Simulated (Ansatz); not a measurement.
**Single-point calculation of SnO2**

- system: SnO2 (R-3m, 3 atoms in the cell)
- method: DFT r2SCAN, scalar-relativistic, plane waves, PAW, no spin polarisation (Ansatz 0.2.0)

The structure derives from a Materials Project entry. It belongs to a series of runs on one base structure; here: ratio of the length along z to the lengths across it x 1.2, volume and fractional coordinates fixed. Figures and captions count atoms from 1; the log counts them from 0 in places.

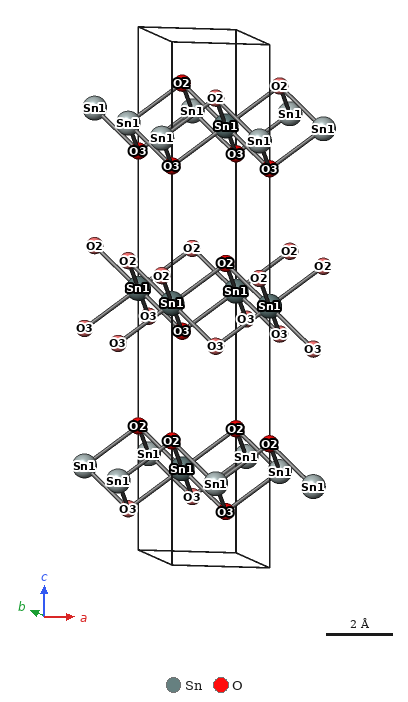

The structure as given in the input (ball-and-stick view of the cell 3 times as large as that of the calculation, set on its symmetry axes, seen slightly off an axis; neighbours outside the cell are drawn fainter; atoms are numbered from 1 in the order of the input). An atom can appear more than once, as a periodic image.

**The input**
```yaml
crystal:
  lattice:
    - [1.5217428458, 0.8785786417, 5.4210366978]
    - [-1.5217428458, 0.8785786417, 5.4210366978]
    - [0.0, -1.7571572834, 5.4210366978]
  atoms:
    - { symbol: Sn, position: [0.5, 0.5, 0.5] }
    - { symbol: O, position: [0.23717, 0.23717, 0.23717] }
    - { symbol: O, position: [0.76283, 0.76283, 0.76283] }
basis:
  ecutwfc: 500
kpoints:
  mp_grid: { grid: [12, 12, 12] }
hamiltonian:
  xc: r2scan
scf:
  occupations: { method: gaussian, width: 0.05 }
output:
  forces: true
  stress: true
  eigenvalues: true
  write_density: true
  write_potential: true
  elf: true
  volumetric_format: npy
```

Run on 1 thread of Intel Xeon @ 2.70GHz, 189 GiB of memory available, shared host.

Run as:
```bash
ansatz run input.yaml --threads 1 --pin off --max-ram 2560MiB --backend cpu --events-out ev --progress --plain --runs-dir out
```

**The program's output**
```
basis.fft_grid_basis auto: the FFT boxes are laid along the combinations [[1, -1, 0], [0, 1, 0], [0, -1, 1]] of the cell's own vectors, 3.043, 5.699 and 3.043 Å long. The dense box has 24×45×24 points. Along the cell's own vectors, as sized, it would have 45×45×45, 3.52 times as many. Of the 12 symmetry operations that the crystal satisfies within crystal.symmetry.tolerance (time reversal apart; of a slab, those that keep its plane) the dense box along the cell's own vectors carries 12, and the one as laid loses 8 of those. basis.fft_grid_basis: typed keeps the cell's own vectors: state it where this run's energies or levels are differenced outside the engine with another run's, or held beside a run that keeps those vectors. Those combinations have planes normal to reciprocal vector 3, as the cell's own vectors have. Each planar average written beside output.write_density, output.write_potential has a row for each plane of the box: 24. The volumetric files lie along those combinations, not along the cell's own vectors: a cube or XSF file states them, and fields.json those of NumPy files.
Engine: ansatz 0.2.0, x86_64-unknown-linux-gnu
Pseudopotentials: kind: paw
Pseudopotential: Sn, paw, valence charge 14, recommended cutoff 500 eV (meta_gga), Sn.paw.azcp
Pseudopotential: O, paw, valence charge 6, recommended cutoff 500 eV (meta_gga), O.paw.azcp
Functional definition: r2SCAN
  parameter k0 = 0.174
  parameter k1 = 0.065
  parameter a1 = 4.9479
  exchange = r2scan_x(k0 = k0, k1 = k1, a1 = a1)
  correlation = r2scan_c
Crystal: 3 atoms, lattice volume = 43.487 Å³
Basis set: ecut = 500 eV, 1099 PW (Γ), FFT grids on a1−a2, a2, −a2+a3, exchange–correlation on 96×180×96 points (64 copies of the dense FFT grid, shifted against one another)
Bands: 17, of which v1, the nominal top of the filled ones, is band 13 counted from 1 (12 counted from 0)
Symmetry: 12 space group operations
Space group: R-3m (ITA 166), of the structure as read, at distance tolerance 3.5e-5 Å
k-points: 189 of 1728
Non-local potential: Sn, projectors of the file, l = 0: 2, l = 1: 2, l = 2: 2, l = 3: 2
Non-local potential: O, projectors of the file, l = 0: 2, l = 1: 2, l = 2: 1
PAW form: soft (Blöchl's): semilocal exchange-correlation on the pseudo side does not see the compensation charge
PAW frozen core: Sn, regenerated for the run's functional (the file was generated under x = pbe(κ = 0.804, μ = 0.2195149727645171), c = pbe(β = 0.06672455060314922))
PAW frozen core: O, regenerated for the run's functional (the file was generated under x = pbe(κ = 0.804, μ = 0.2195149727645171), c = pbe(β = 0.06672455060314922))
PAW one-centre angular grid: Sn, 590 points (default); XC on 249 of its mesh's 2787 points in the sphere
PAW one-centre angular grid: O, 302 points (default); XC on 160 Gauss nodes
Initial density: superposition of atomic densities (neutral atoms: chi_scale 0, normalization atom), corrected by the library's trained network
Initial wavefunctions: pseudopotential atomic-orbital guess
Functional: x = r2scan, c = r2scan; τ floored in thin density (d = 2e-4 eV/Å³)
SCF iter   1: F=—  HF=-7175.105712 eV  |F-HF|=—  |Δ(HF+E_count)|=         —  Δρ=9.17e-3  dr2=3.36e-2  dr2_τ=1.22e-1  ethr=1.77e-3  ⟨swp⟩=6.1  Hψ=17504  notcnv=0
preconditioner: auto → none  [insulator: Δε(μ)=3.539 eV  Ē_g=21.187 eV  σ=0.050 eV  W_gap=1.00  n_scr=10 (ndim 8)  ℏωp=28.7 eV  f_vac=0.218  D(μ)=0.00/eV (n_scr^D=0)  ε∞_Penn≈2.8]
SCF iter   2: F=—  HF=-7175.160886 eV  |F-HF|=—  |Δ(HF+E_count)|=   5.52e-2  Δρ=5.47e-3  dr2=4.51e-3  dr2_τ=1.07e-3  ethr=1.29e-4  ⟨swp⟩=2.4  Hψ=7136  notcnv=0
SCF iter   3: F=—  HF=-7175.160913 eV  |F-HF|=—  |Δ(HF+E_count)|=   2.63e-5  Δρ=1.99e-3  dr2=1.35e-3  dr2_τ=9.22e-5  ethr=1.73e-5  ⟨swp⟩=2.3  Hψ=5241  notcnv=0
SCF iter   4: F=—  HF=-7175.160816 eV  |F-HF|=—  |Δ(HF+E_count)|=   9.71e-5  Δρ=5.28e-4  dr2=1.18e-4  dr2_τ=9.04e-6  ethr=5.19e-6  ⟨swp⟩=2.2  Hψ=4480  notcnv=0
SCF iter   5: F=—  HF=-7175.160786 eV  |F-HF|=—  |Δ(HF+E_count)|=   2.98e-5  Δρ=7.95e-5  dr2=8.92e-7  dr2_τ=1.34e-7  ethr=4.53e-7  ⟨swp⟩=2.1  Hψ=4177  notcnv=0
SCF iter   6: F=—  HF=-7175.160785 eV  |F-HF|=—  |Δ(HF+E_count)|=   3.05e-7  Δρ=1.24e-5  dr2=9.30e-8  dr2_τ=2.43e-9  ethr=3.85e-10  ⟨swp⟩=12.6  Hψ=27912  notcnv=0
SCF iter   7: F=-7175.160785 eV  HF=-7175.160785 eV  |F-HF|=1.86e-9  |Δ(HF+E_count)|=   7.65e-9  Δρ=2.92e-6  dr2=1.31e-9  dr2_τ=1.92e-10  ethr=3.58e-10  ⟨swp⟩=7.4  Hψ=21423  notcnv=0
SCF 1 converged in 7 iterations: F = -7175.160785 eV  dr2 = 1.31e-9
  greatest PAW one-centre occupation: 0.996 electrons in one spin orbital (limit 2), on the Sn atom at site 0 (counted from 0), in its partial waves of l = 2
```

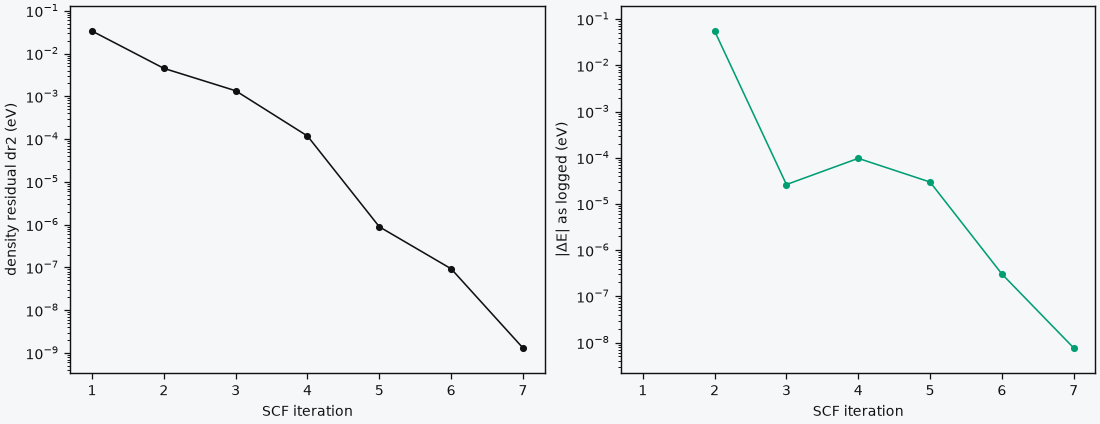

Convergence of the self-consistent field: density residual dr2 and size of the energy change against the SCF iteration. The residual falls at every step.

```
SCF converged after 7 iterations
Free energy (F): -7175.160785 eV
Harris-Foulkes:  -7175.160785 eV  (|F-HF|=1.86e-9)
Internal energy: -7175.160785 eV  (E = F + TS)
E sigma→0 (E₀):  -7175.160785 eV
Fermi energy:    6.836073 eV
--- Per-component energies (eV) ---
  E_band       = -163.722979
  E_kinetic    = 541.789361
  E_local      = -2291.531793  (includes V_loc(G=0)·N_el)
  E_nonlocal   = 64.927328
  E_hartree    = 1134.386453
  E_xc         = -518.833416
  E_vxc        = -313.101673  (∫ρ·V_xc dr)
  E_paw        = -4490.388924  (= ΣΔE_a)
  E_vpaw       = -454.797644  (= ΣTr[D̂ρ^β])
  E_aug_tail   = 0.002099  (compensation charges beyond the density's cutoff)
  E_vtau       = 20.216066  (kinetic-family band-sum trace: ∫τ·v_τ [+ j·A + Jᵃ·Aᵃ] dr)
  E_ewald      = -1616.183330
  E_core_change = 0.671438  (= ΣΔE_core)
  E_smearing   = -0.000000  (= −TS)
  E_closure    = -0.000000  (closes the sum)
  Σ components = -7175.160785   (vs F -7175.160785, Δ=0.00e0)
--- Forces (eV/Å), atoms counted from 1 ---
  atom   1  Sn     0.00000000     0.00000000    -0.00000000
  atom   2  O      0.00000000    -0.00000000    -1.44111865
  atom   3  O      0.00000000     0.00000000     1.44111865
  max |Σ_I F_I| component: 0.00e0 eV/Å
--- Stress (GPa, compression-positive) ---
       12.065765       0.000000       0.000000
        0.000000      12.065765       0.000000
        0.000000       0.000000     -12.961392
  P = ⅓ Tr σ = 3.7234 GPa (37.234 kbar)
--- Band table (eV; the first three rows and the last of 189) ---
  k-point 0: bands = ["-15.2405", "-15.1044", "-15.1044", "-14.7482", "-14.7482", "-13.8374", "-12.3252", "0.5649", "4.3357", "4.3357", "4.7328", "4.8833", "4.8833", "8.5854", "12.3099", "17.3104", "18.9451"]
  k-point 1: bands = ["-15.2168", "-15.1598", "-15.0786", "-14.8050", "-14.7529", "-13.7857", "-12.1502", "0.5382", "3.9508", "4.2132", "4.5650", "4.8158", "4.8927", "8.9851", "12.6975", "17.1358", "18.4223"]
  k-point 2: bands = ["-15.4280", "-15.0649", "-15.0089", "-14.8831", "-14.7642", "-13.6192", "-11.7321", "0.4175", "3.1401", "3.9046", "4.0034", "4.8308", "4.8993", "9.8690", "13.6326", "16.3671", "17.8460"]
  k-point 188: bands = ["-15.2387", "-15.1044", "-15.1044", "-14.7482", "-14.7482", "-13.8035", "-12.3786", "0.8483", "4.0482", "4.3177", "4.3177", "4.9000", "4.9000", "9.4061", "12.1289", "17.1548", "19.0046"]
```

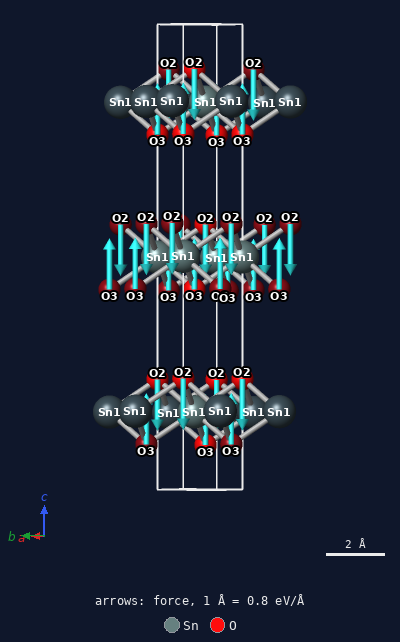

Forces on the atoms as teal arrows (ball-and-stick view of the cell 3 times as large as that of the calculation, set on its symmetry axes, seen at an oblique angle; neighbours outside the cell are drawn fainter; atoms are numbered from 1 in the order of the input). The largest act on O2, O3 (1.44 eV/Å). The geometry is not a stationary point of this energy.

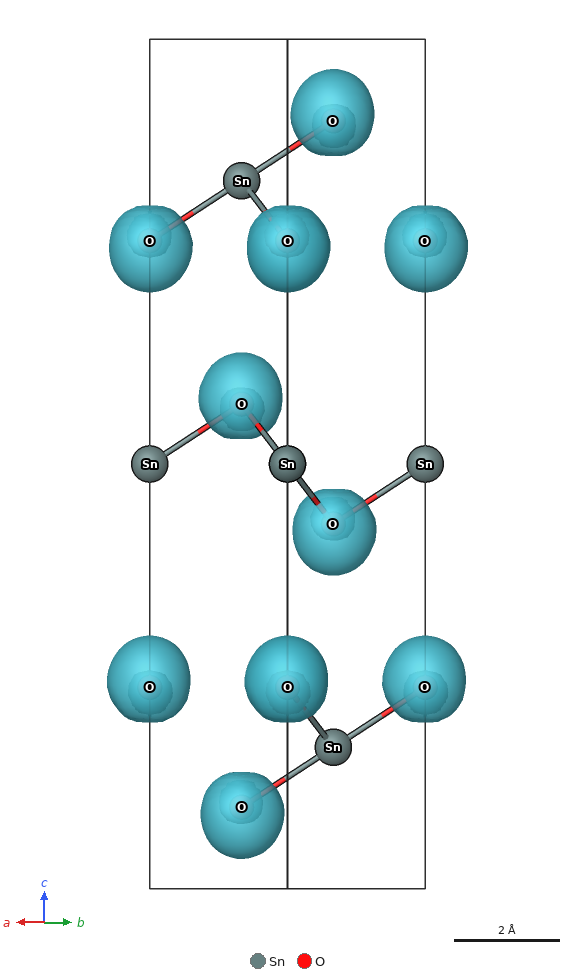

Isosurface of the electron localisation function at 0.75 (cyan), seen along [110]. Core shells and regions of very low density are left out. Sticks mark near contacts. The outline is the cell set on symmetry axes. Profiles from the grid: Sn–O (2.10 Å): the ELF is about 0.25 at the midpoint. The fields are those of the smooth PAW valence density.

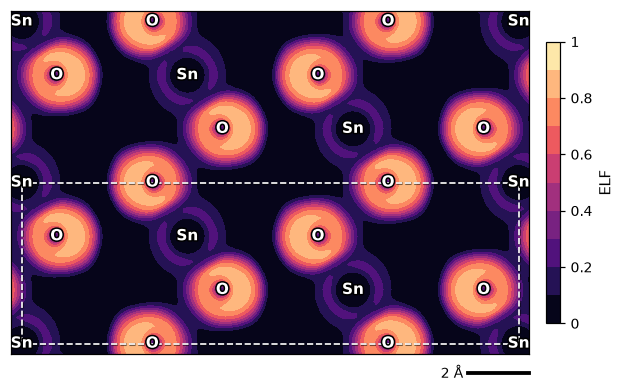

ELF on the (110) plane of the conventional cell. Sn–O (2.10 Å): the ELF is about 0.25 at the midpoint.

**Key numbers**

```csv
quantity,value
outcome,converged
space group (tolerance 0.01 Å),R-3m (166)
electrons treated,26
free energy,−7175.1608 eV
Fermi energy,6.836 eV
gap on the k-point mesh,3.50 eV
pressure,3.72 GPa
largest force (length of the vector),1.441 eV/Å
wall time,18 s
peak memory,0.55 GiB
```
